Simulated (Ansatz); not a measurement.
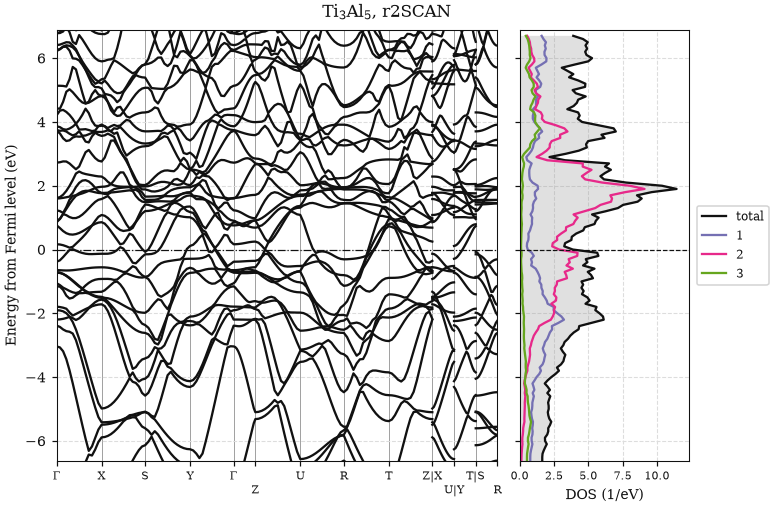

Band structure and density of states. Energies are counted from the Fermi level. The partial curves are projected on Löwdin-orthogonalised atomic shells.

The material is Ti3Al5, space group Pmmm (No. 47), 8 atoms in the cell.

Ansatz 0.2.0; DFT r2SCAN, scalar-relativistic, plane waves, PAW, no spin polarisation, 10×10×6 k mesh, 500 eV cutoff, Gaussian smearing of 0.1 eV.

**Assign each number in the legend. The candidates: Al 3p, Al 3s, Ti 3d.**

1 is Al 3p; 2 is Ti 3d; 3 is Al 3s.

**Is there a gap at the Fermi level?**

A metal: 4 bands cross the Fermi level along this path.
